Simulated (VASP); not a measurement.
The compound is Al₂O₃ (space group R-3c, No. 167), taken as an entry of the Crystallography Open Database, as set up for an electronic-structure calculation.

```
Al O
1.0
     4.76050    0.00000    0.00000
    -2.38025    4.12271    0.00000
     0.00000    0.00000   12.99560
Al O
12 18
Direct
  0.66667 0.33333 0.18549
  0.33333 0.66667 0.31451
  0.00000 0.00000 0.14784
  0.33333 0.66667 0.01883
  0.33333 0.66667 0.51883
  0.00000 0.00000 0.64784
  0.66667 0.33333 0.48117
  0.00000 0.00000 0.35216
  0.00000 0.00000 0.85216
  0.66667 0.33333 0.98117
  0.33333 0.66667 0.81451
  0.66667 0.33333 0.68549
  0.97335 0.64001 0.08333
  0.66667 0.02665 0.08333
  0.35999 0.33333 0.08333
  0.69332 0.69332 0.25000
  0.00000 0.30668 0.25000
  0.30668 0.00000 0.25000
  0.64001 0.97335 0.41667
  0.33333 0.35999 0.41667
  0.02665 0.66667 0.41667
  0.35999 0.02665 0.58333
  0.66667 0.64001 0.58333
  0.97335 0.33333 0.58333
  0.30668 0.30668 0.75000
  0.00000 0.69332 0.75000
  0.69332 0.00000 0.75000
  0.02665 0.35999 0.91667
  0.33333 0.97335 0.91667
  0.64001 0.66667 0.91667
```

Describe how the polyhedra about Al are linked (bonds: Al–O below 2.2 Å).

Al: AlO6 octahedron, sharing edges with three neighbours, corners with nine neighbours and a face with one neighbour.

They form a three-dimensional framework of corner-, edge- and face-sharing octahedra.

Centre to centre across a shared edge: 2.79 Å; across a shared corner: 3.22 to 3.50 Å; across a shared face: 2.66 Å.

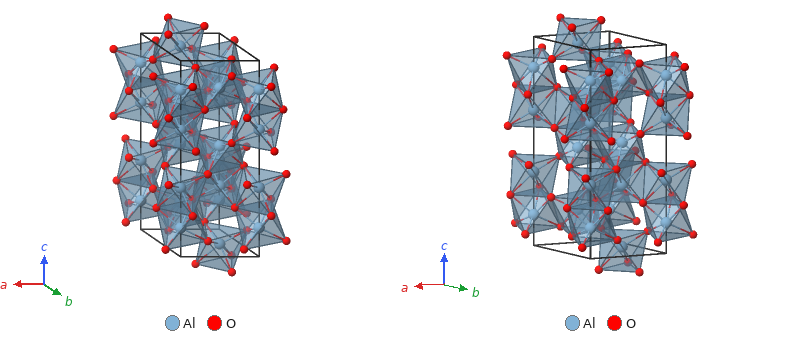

Polyhedra are drawn about Al (bonds: Al–O below 2.2 Å); other atoms are plain spheres. Two views of the same piece.
